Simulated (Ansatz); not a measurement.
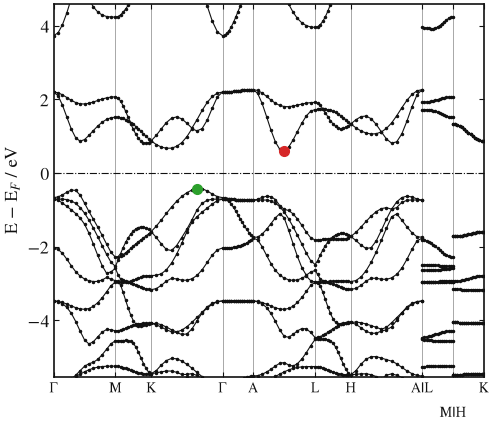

Write a caption that states what the plot shows.

Band structure of PtSe2, space group P-3m1 (No. 164), 3 atoms in the cell. Level of theory: DFT PBE, scalar-relativistic, plane waves, PAW, no spin polarisation, 12×12×4 k mesh, 420 eV cutoff; code Ansatz. Energies are counted from the Fermi level.

A semiconductor. The gap along this path is 1.02 eV and indirect, from the valence-band top between K and Γ to the conduction-band bottom between A and L; the smallest direct gap is 1.43 eV, between Γ and M. Points of the k mesh off the path narrow it to 0.87 eV. The top valence band spans 1.9 eV and the lowest conduction band 1.7 eV. The direct gaps are 3.55 eV at L, 3.00 eV at A and 3.06 eV at H.

Spin-orbit coupling is left out, which matters for Pt.
